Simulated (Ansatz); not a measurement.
## Energy of Sn along an even scaling of the cell

System: Sn (2 atoms in the cell).
Method: DFT, BLYP, plane waves (420 eV) with PAW, scalar-relativistic, no spin polarisation (Ansatz 0.2.0).

The 5 runs differ only in the geometry, by an even scaling of the cell at fixed fractional positions.

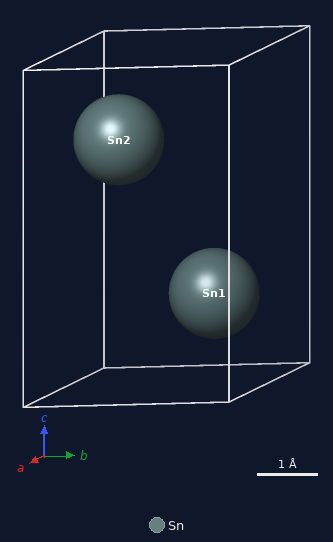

Figure 1. The structure of run 3 (spheres-only view of the cell of the calculation, seen slightly off an axis; atoms are numbered from 1 in the order of the input).

**Input of run 3**
```yaml
crystal:
  lattice:
    - [3.4933755466, 0.0, 0.0]
    - [-1.7466877733, 3.0253519683, 0.0]
    - [0.0, 0.0, 5.8021862158]
  atoms:
    - { symbol: Sn, position: [0.3333333333, 0.6666666667, 0.25] }
    - { symbol: Sn, position: [0.6666666667, 0.3333333333, 0.75] }
hamiltonian:
  xc: blyp
  pseudopotentials:
    kind: paw
    azcp:
      Sn: "pseudopotentials/Sn.paw.azcp"
basis:
  ecutwfc: 420
  fft_grid_basis: typed
kpoints:
  mp_grid: { grid: [12, 12, 6], shift: [0, 0, 0] }
magnetization:
  spin_polarized: false
scf:
  occupations: { method: fermi_dirac, width: 0.1 }
  lower_state_search: "off"
output:
  stress: true
```

Run 4 differs from it as follows:
```diff
-    - [3.4933755466, 0.0, 0.0]
-    - [-1.7466877733, 3.0253519683, 0.0]
-    - [0.0, 0.0, 5.8021862158]
+    - [3.5393462862, 0.0, 0.0]
+    - [-1.7696731431, 3.0651637966, 0.0]
+    - [0.0, 0.0, 5.8785395273]
```

**Results, with one run withheld**

```tsv
run	volume per atom (Å³)	free energy per atom, from the lowest run given (meV)	pressure (GPa)
1	26.981	63.56	6.18
2	28.208	26.26	3.66
3	30.661	0.00	0.05
4	31.887	?	?
5	34.340	38.20	−3.02
```

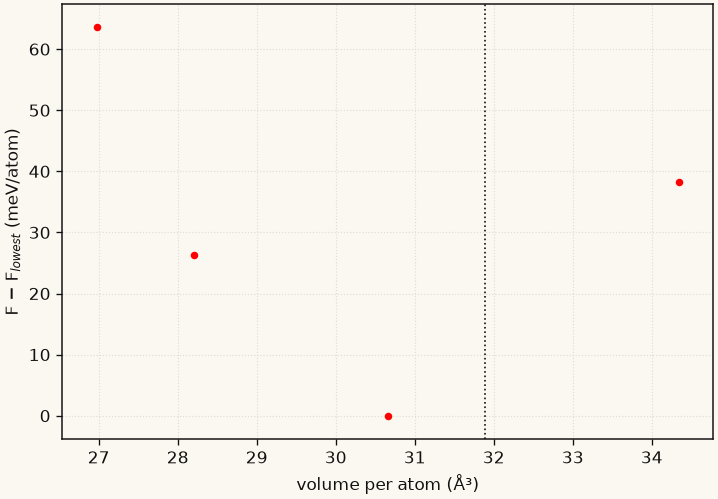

Figure 2. Free energy per atom of the runs given; the dotted line marks run 4.

What should run 4 give?

A quadratic polynomial in V^(−2/3) (the Birch–Murnaghan form), fitted to the 4 runs given, misses them by at most 0.38 meV per atom. With x = V^(−2/3) − 0.10395 Å⁻², it reads F = 2.8981 + 3058.8 x + 7.3808e+05 x² (meV per atom). At run 4 it gives 4.09 meV per atom, and the run itself gives 4.67. The slope of the fit gives a pressure −dF/dV of −1.20 GPa there, and the run prints −1.22 GPa. The fit has its minimum at 30.752 Å³ per atom, where V d²F/dV² gives 35.5 GPa. Cell shape and fractional positions are held, so this is the stiffness under even scaling; the relaxed bulk modulus wasn't computed. So low a polynomial doesn't follow these energies more closely.

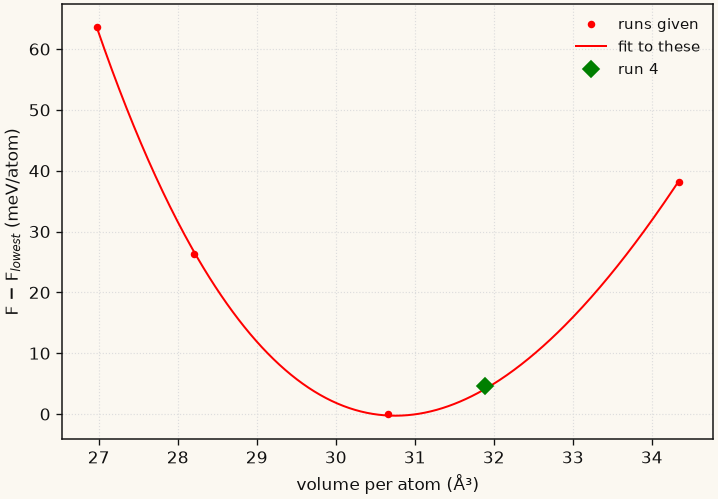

Figure 3. The fit and the withheld run.

**Output, shortened to warnings, some set-up lines, iterations and results (run 4)**
```
Basis set: ecut = 420 eV, 1249 PW (Γ), exchange–correlation on 48×48×80 points (8 copies of the dense FFT grid, shifted against one another)
Symmetry: 24 space group operations
k-points: 76 of 864
Initial density: superposition of atomic densities (neutral atoms: chi_scale 0, normalization atom), corrected by the library's trained network
[...]
SCF iter   1: F=—  HF=-12080.800044 eV  |F-HF|=—  |Δ(HF+E_count)|=         —  Δρ=6.30e-3  dr2=2.10e-2  ethr=1.77e-3  ⟨swp⟩=5.6  Hψ=6630  notcnv=0
SCF iter   2: F=—  HF=-12080.796950 eV  |F-HF|=—  |Δ(HF+E_count)|=   3.09e-3  Δρ=4.07e-3  dr2=9.71e-3  ethr=7.50e-5  ⟨swp⟩=1.7  Hψ=2067  notcnv=0
SCF iter   3: F=—  HF=-12080.796427 eV  |F-HF|=—  |Δ(HF+E_count)|=   5.23e-4  Δρ=1.01e-3  dr2=6.60e-4  ethr=3.47e-5  ⟨swp⟩=2.2  Hψ=1677  notcnv=0
SCF iter   4: F=—  HF=-12080.796314 eV  |F-HF|=—  |Δ(HF+E_count)|=   1.13e-4  Δρ=2.56e-4  dr2=6.37e-5  ethr=2.36e-6  ⟨swp⟩=2.0  Hψ=2426  notcnv=0
SCF iter   5: F=—  HF=-12080.796342 eV  |F-HF|=—  |Δ(HF+E_count)|=   2.86e-5  Δρ=1.28e-4  dr2=8.40e-6  ethr=2.27e-7  ⟨swp⟩=3.0  Hψ=2575  notcnv=0
SCF iter   6: F=—  HF=-12080.796343 eV  |F-HF|=—  |Δ(HF+E_count)|=   6.61e-7  Δρ=2.50e-5  dr2=5.51e-7  ethr=3.00e-8  ⟨swp⟩=2.0  Hψ=2433  notcnv=0
SCF iter   7: F=-12080.796344 eV  HF=-12080.796344 eV  |F-HF|=1.43e-8  |Δ(HF+E_count)|=   8.05e-7  Δρ=3.67e-6  dr2=8.19e-9  ethr=3.57e-10  ⟨swp⟩=5.1  Hψ=4524  notcnv=0
SCF 1 converged in 7 iterations: F = -12080.796344 eV  dr2 = 8.19e-9
SCF converged after 7 iterations
Free energy (F): -12080.796344 eV
Harris-Foulkes:  -12080.796344 eV  (|F-HF|=1.43e-8)
Internal energy: -12080.755043 eV  (E = F + TS)
E sigma→0 (E₀):  -12080.775693 eV
Entropy (-TS):   -0.041301 eV (-20.651 meV/atom)
Fermi energy:    9.113444 eV
--- Per-component energies (eV) ---
  E_band       = -208.388895
  E_kinetic    = 370.867485
  E_local      = -1870.319701  (includes V_loc(G=0)·N_el)
  E_nonlocal   = -67.047057
  E_hartree    = 1120.859523
  E_xc         = -759.969184
  E_vxc        = -187.749826  (∫ρ·V_xc dr)
  E_paw        = -8304.436390  (= ΣΔE_a)
  E_vpaw       = -695.859999  (= ΣTr[D̂ρ^β])
  E_aug_tail   = -0.000001  (compensation charges beyond the density's cutoff)
  E_ewald      = -2570.457163
  E_core_change = -0.252554  (= ΣΔE_core)
  E_smearing   = -0.041301  (= −TS)
  E_closure    = 0.000000  (closes the sum)
  Σ components = -12080.796344   (vs F -12080.796344, Δ=0.00e0)
--- Stress (GPa, compression-positive) ---
       -1.166033       0.000000       0.000000
        0.000000      -1.166033       0.000000
        0.000000       0.000000      -1.324910
  P = ⅓ Tr σ = -1.2190 GPa (-12.190 kbar)
```
